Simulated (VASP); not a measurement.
# A VASP study of HfC (PBEsol): structure first, properties next, part 4 of 4

Aim: relax HfC, then compute properties on the relaxed cell. The start is a cell from a database of measured crystal structures.

VASP 6.6.1; PBEsol; plane waves and PAW (Hf_pv, C).

Still holding for the runs below: Spin-orbit coupling is off here; with elements this heavy it splits and shifts levels by tenths of an eV or more.

So far. Step 13 (Volume scan with PBEsol, volume scale 1.06): The pressure falls from -9.10 to -13.07 GPa. The parabola predicted -12.94 GPa, +0.13 GPa off. The relaxed cell has a = 4.604 Å (conventional setting).

The database entry behind the starting cell differs from later determinations by our own check (about 0.2 % long), so it need not match the best structure at ambient conditions.

## Step 15: Fit for PBEsol

This step: Birch-Murnaghan fit, PBEsol; plane waves and PAW (VASP 6.6.1).

No new run; the numbers come from the runs before.

Numbers from this step:

- pressure derivative of the bulk modulus: 4.027
- r.m.s. error of the fit: 9.97e-6 eV/atom
- minimum inside the sampled range: yes
- bulk modulus: 252.6 GPa
- equilibrium volume of the fit: 12.21 Å³/atom

Table of energy above the fitted minimum by volume:

```
volume (Å³/atom)  energy above the fitted minimum (eV/atom)
          11.470                                     0.0393
          11.714                                     0.0171
          11.958                                    0.00427
          12.203                                     2.0e-5
          12.447                                    0.00346
          12.691                                     0.0139
          12.935                                     0.0307
```

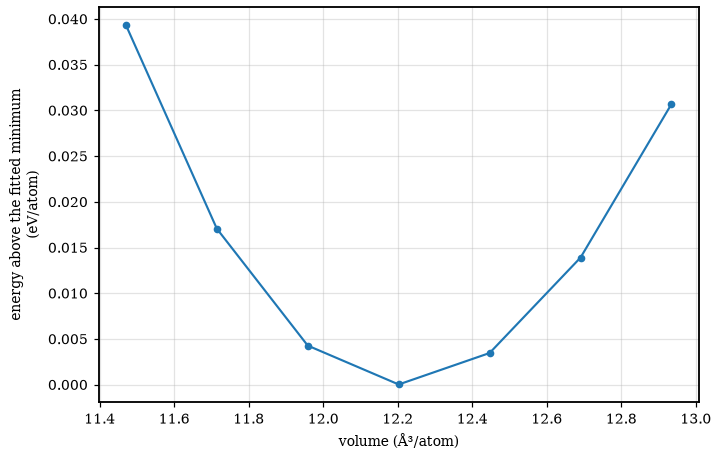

Energy above the fitted minimum, plotted against volume.

The fitted volume lies +0.07 % from the relaxed one.

## Step 16: Independent-particle dielectric function (PBEsol)

This step: PBEsol; plane waves and PAW (Hf_pv, C) (VASP 6.6.1).

LOPTICS sums transitions from filled to empty bands. The mesh is finer than in the run before. NBANDS is raised for it.

INCAR reads:

```
SYSTEM = HfC
PREC = Accurate
ENCUT = 520
EDIFF = 1E-06
NELM = 100
ISMEAR = 0
SIGMA = 0.05
LREAL = .FALSE.
ALGO = Normal
GGA = PS
NBANDS = 23
LASPH = .TRUE.
LORBIT = 11
LWAVE = .FALSE.
LCHARG = .FALSE.
KPAR = 2
LOPTICS = .TRUE.
NEDOS = 1500
CSHIFT = 0.1
```

POSCAR reads:

```
HfC
1.0
    0.0000000000      2.3022337384      2.3022337384
    2.3022337384      0.0000000000      2.3022337384
    2.3022337384      2.3022337384      0.0000000000
Hf C
1 1
Direct
    0.5000000000      0.5000000000      0.5000000000
    0.0000000000      0.0000000000      0.0000000000
```

KPOINTS reads:

```
Automatic mesh
0
Gamma
12 12 12
0 0 0
```

The projector-augmented-wave data sets are Hf_pv and C (PBE family, release 64).

The run is started by

```console
$ mpirun -np 2 vasp_std
```

The log of the run:

```text
[... set-up lines as in an earlier step ...]
 entering main loop
       N       E                     dE             d eps       ncg     rms          rms(c)
DAV:   1     0.360724232974E+02    0.36072E+02   -0.66893E+03  3312   0.600E+02
DAV:   2    -0.234036041158E+02   -0.59476E+02   -0.56067E+02  4074   0.169E+02
DAV:   3    -0.250707539114E+02   -0.16671E+01   -0.16574E+01  3965   0.201E+01
DAV:   4    -0.250739779504E+02   -0.32240E-02   -0.32239E-02  3774   0.104E+00
DAV:   5    -0.250739840020E+02   -0.60516E-05   -0.60510E-05  3914   0.426E-02    0.611E+01
DAV:   6    -0.222758315326E+02    0.27982E+01   -0.77696E+00  3797   0.105E+01    0.448E+01
DAV:   7    -0.222166255437E+02    0.59206E-01   -0.35446E-01  3768   0.283E+00    0.233E+01
DAV:   8    -0.221975641624E+02    0.19061E-01   -0.39528E-02  3886   0.116E+00    0.283E+00
DAV:   9    -0.221957685185E+02    0.17956E-02   -0.44254E-03  3823   0.347E-01    0.111E+00
DAV:  10    -0.221956701391E+02    0.98379E-04   -0.45952E-04  3781   0.128E-01    0.893E-02
DAV:  11    -0.221956655737E+02    0.45655E-05   -0.22497E-05  3879   0.317E-02    0.183E-02
DAV:  12    -0.221956647490E+02    0.82466E-06   -0.28996E-06  3725   0.956E-03
   1 F= -.22195665E+02 E0= -.22195399E+02  d E =-.531119E-03
 optical routines
 imaginary and real dielectric function
 recalculating local potential from charge density
 direction            1
 direction            2
 direction            3
```

Run time: 17 s. Hardware: 2 MPI ranks of AMD EPYC 7R43, shared host; peak memory 0.32 GiB; 32 s of CPU time.

Parts of OUTCAR (step 16):

```text
   k-points           NKPTS =     72   k-points in BZ     NKDIM =     72   number of bands    NBANDS=     23

   NELECT =      14.0000    total number of electrons

 E-fermi :   6.0881

 k-point     1 :       0.0000    0.0000    0.0000
  band No.  band energies     occupation
      1     -23.3249      2.00000
      2     -23.3249      2.00000
      3     -23.3249      2.00000
      4      -6.4028      2.00000
      5       7.0797      0.00000
      6       7.0797      0.00000
      7       7.0797      0.00000
      8       7.3857      0.00000
      9       7.3857      0.00000
    ...

  Total        0.0275125      0.0275125      0.0275125      0.0000000     -0.0000000     -0.0000000
  in kB        1.8061869      1.8061869      1.8061869      0.0000000     -0.0000000     -0.0000000
  external PRESSURE =       1.8061869 kB  Pullay stress =       0.0000000 kB

  FREE ENERGIE OF THE ION-ELECTRON SYSTEM (eV)
  ---------------------------------------------------
  free  energy   TOTEN  =       -22.1956647490 eV

  energy  without entropy=      -22.1951336302  energy(sigma->0) =      -22.19539919

 plasma frequency squared (from intraband transitions) (eV^2)
  --------------------------------------------------------------------------------------
      10.071       0.000      -0.000
       0.000      10.071      -0.000
       0.000       0.000      10.071

[... 8 parts as in an earlier step ...]

[... 9 further parts left out ...]
```

These are independent-particle spectra without excitons or local fields, and fine structure depends on the mesh and on CSHIFT. The intraband (Drude) part is not in this spectrum.

This step gave:

- bands: 23
- irreducible k-points: 72
- free energy (TOTEN): -22.20 eV
- energy at zero smearing: -22.20 eV
- Fermi energy: 6.088 eV
- pressure: 0.1806 GPa

The imaginary dielectric function, xx has structure finer than the step of the table below, so its rows give means over 2 eV, whole bins alone (the curve runs from 0 to 25.0 eV). Peaks (eV: height): 0.5: 120.

Table of imaginary dielectric function, xx by photon energy; means over each step:

```
photon energy (eV)  imaginary dielectric function, xx
                 2                               14.9
                 4                               9.80
                 6                               8.21
                 8                               6.78
                10                               5.55
                12                               3.98
                14                               1.56
                16                               1.09
                18                               1.05
                20                              0.555
                22                              0.456
```

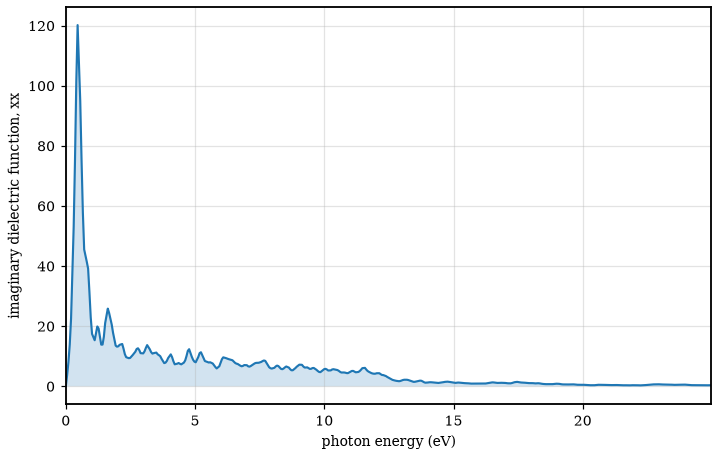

Imaginary dielectric function, xx against photon energy.

Table of real dielectric function, xx by photon energy:

```
photon energy (eV)  real dielectric function, xx
                 0                          94.7
                 2                          3.13
                 4                          4.07
                 6                          4.49
                 8                      -0.00872
                10                        -0.406
                12                         -2.48
                14                         -1.43
                16                        -0.472
                18                        -0.485
                20                        -0.144
                22                         0.360
                24                         0.295
```

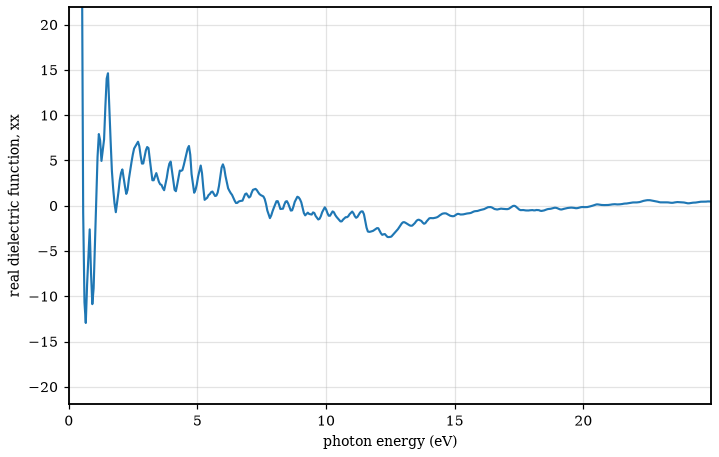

Real dielectric function, xx, plotted against photon energy. Below 1 eV the curve runs off the scale.

## Step 17: Outcome

- relaxed volume: 12.20 Å³/atom
- relaxed conventional cell a, b, c: 4.604, 4.604, 4.604 Å
- space group after relaxing, within 0.02 Å: Fm-3m (No. 225)
- band gap: none, a metal
- DOS at the Fermi level: 0.247 states/eV/cell
- bulk modulus from the fit: 253 GPa
- volume from the fit: 12.2 Å³/atom

With PBEsol, HfC relaxes to 12.20 Å³/atom in space group Fm-3m (held by the symmetry of the run), comes out as a metal and has a bulk modulus of 253 GPa. Against the listed cell the volume lies -2.9 %. Bands along the symmetry lines (PBEsol): Of the bands kept, 4 cross the Fermi level on this path. Spin-orbit coupling is left out, and with elements this heavy it would split and shift bands near the Fermi level. The k-sampling is coarse for a metal, so the Fermi level, pressures and the shape of the cell carry errors. No search among competing phases was made, and a listed structure need not be the one stable at ambient conditions. All values are for a static lattice at zero temperature.

[Lines on the potential files, build, host, timing and source positions are cut from VASP's logs without a mark.]

[Logs are printed without paths, hosts, clocks, repeated set-up lines and the standing remarks that a program may print on its own settings, such as how far it seeks lower states.]

[Hosts, paths, dates, database ids (printed as entryN), source tags and the programs' standing remarks are cut or masked in the printed files.]

[A measured line is paired with the nearest computed mode of its activity, which favours agreement.]
